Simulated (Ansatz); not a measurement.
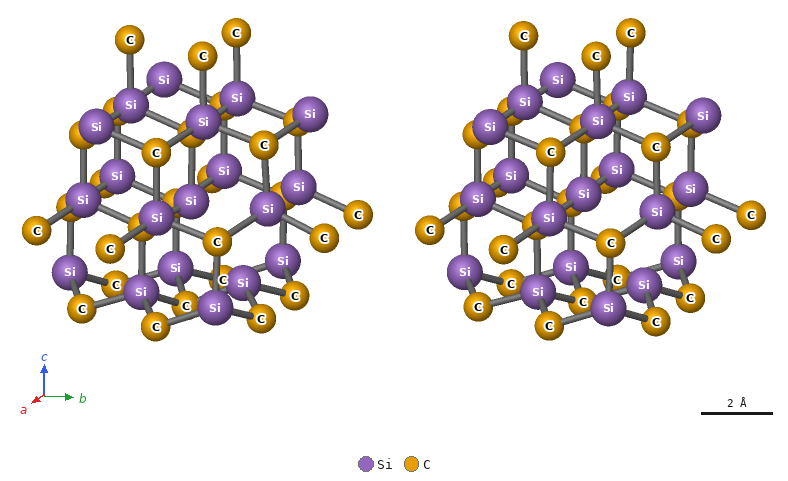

Two geometries of a defect cell of composition Si48C47, drawn at one scale. One is the start of a relaxation, the other its converged end. A ball-and-stick model of the atoms within 5.0 Å of the atom that moves most (axes of the cell of the calculation (origin shifted)), seen slightly off an axis.

The calculation used DFT, PBEsol, PAW, plane waves (Ansatz). Settings: plane-wave cutoff 420 eV; k-point mesh 1 × 1 × 1; mesh shifted by (0.25, 0.25, 0.25); no spin polarisation; atoms relaxed in a fixed cell; force threshold 0.03 eV/Å; at most 80 steps.

Q: Which of the two is the end point?

A: The left one is the relaxed one. The largest move is that of a Si atom, 0.21 Å roughly along [0 1 −3]. By element the largest moves are Si 0.21 Å, C 0.15 Å. The lattice vectors keep their values. Near-neighbour distances that change, for instance: Si–Si 3.090 → 2.732 Å, C–Si 1.872 → 1.990 Å, C–Si 1.970 → 1.876 Å, C–Si 1.888 → 1.975 Å. Among the angles between lasting bonds that change: C–Si–C 109.9° → 102.7°, C–Si–C 108.5° → 113.9°, Si–C–Si 109.9° → 104.6°. The energy falls by 1.872 eV per cell of the calculation in 6 accepted moves (7 points after the start). Largest force component: 1.6 eV/Å at the start, 0.028 eV/Å at the end. The line search rejected the trial step at point 5 of the run.
